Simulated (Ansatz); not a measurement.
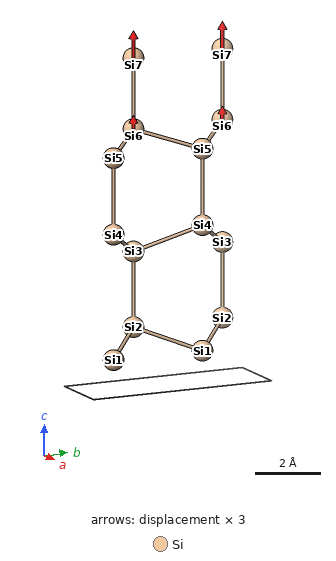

This is a constrained relaxation of a slab of composition Si (cut from the P6_3/mmc phase). The starting structure is drawn; red arrows show the displacements, magnified 3 times.

A ball-and-stick model of the 1 × 2 repeat of the cell, outlined in the plane, without the vacuum, seen slightly off an axis.

Case: Si put at a top Si site. The slab is the (0 0 1) face of Si with Si on it. 3 atoms are held fixed.

Level of theory: DFT PBEsol, scalar-relativistic, plane waves, PAW in Ansatz 0.2.0. Settings: plane-wave cutoff 420 eV; k-point mesh 9 × 9 × 1; occupations gaussian; smearing width 0.05 eV; collinear spin; dipole correction; atoms relaxed in a fixed cell; force threshold 0.03 eV/Å; at most 70 steps.

Q: What happened in the run?

A: Si7 moves most: 0.29 Å along the normal (+c). The cell doesn't change. Among the contacts that change: Si6–Si7 2.220 → 2.364 Å, Si5–Si6 2.308 → 2.352 Å, Si4–Si5 2.393 → 2.379 Å, Si3–Si4 2.336 → 2.345 Å. Among the angles between lasting bonds that change: Si4–Si5–Si6 106.9° → 110.2°, Si6–Si5–Si6 111.9° → 108.8°. After 3 geometry steps the energy has fallen by 0.175 eV per cell of the calculation. Largest force component: 1.6 eV/Å at the start, 0.0071 eV/Å at the end. The run took roughly 80 core-seconds on a shared host.

Limits of the set-up: the periodic images lie only 3.8 Å apart, so the values are limited by the cell's size.
